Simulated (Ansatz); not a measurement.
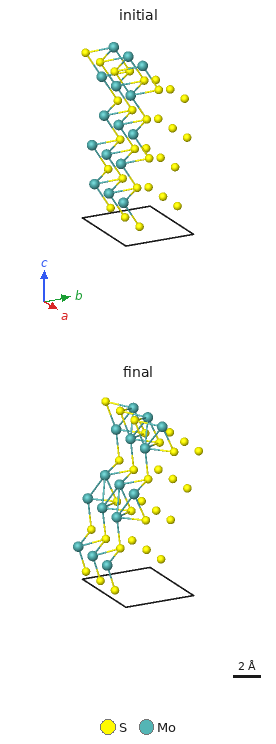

The structure of a slab of composition MoS₂ (cut from the R-3m phase) before (top) and after (bottom) a relaxation, at one scale.

Style: ball-and-stick. Shown: the 3 × 1 repeat of the cell, outlined in the plane, without the vacuum, slightly off an axis.

Case: (1 0 1) slab, atoms relaxed. The slab is the (1 0 1) face of MoS2.

The calculation used Ansatz, DFT PBEsol, scalar-relativistic, plane waves, PAW. (plane-wave cutoff 420 eV; k-point mesh 11 × 6 × 1; occupations gaussian; smearing width 0.1 eV; no spin polarisation; dipole correction; atoms relaxed in a fixed cell; force threshold 0.02 eV/Å; at most 60 steps)

**Summarise the run.**

The run was cut off at its time limit before the relaxation converged, so the last structure is only a point on the way. The largest move relative to the layer's centre is that of an S atom, 2.04 Å at 81° to the normal (−c side). By element the largest moves are S 2.04 Å, Mo 1.67 Å. The lattice vectors keep their values. Some distances before and after: Mo–Mo 3.120 → 2.665 Å, Mo–Mo 3.120 → 2.770 Å, Mo–S 2.410 → 2.725 Å, Mo–S 2.410 → 2.127 Å. Bond angles that change, for instance: Mo–S–Mo 80.7° → 105.0°, S–Mo–S 99.3° → 75.5°, S–Mo–S 99.3° → 75.5°. After 19 accepted moves (20 points after the start) the energy has fallen by 2.343 eV per cell of the calculation. The largest force component goes from 3.6 to 0.058 eV/Å. The line search rejected the trial step at point 16 of the run. The run took 47 min on 2 threads of Arm Neoverse V2, on a shared host, peak memory 1.6 GiB.
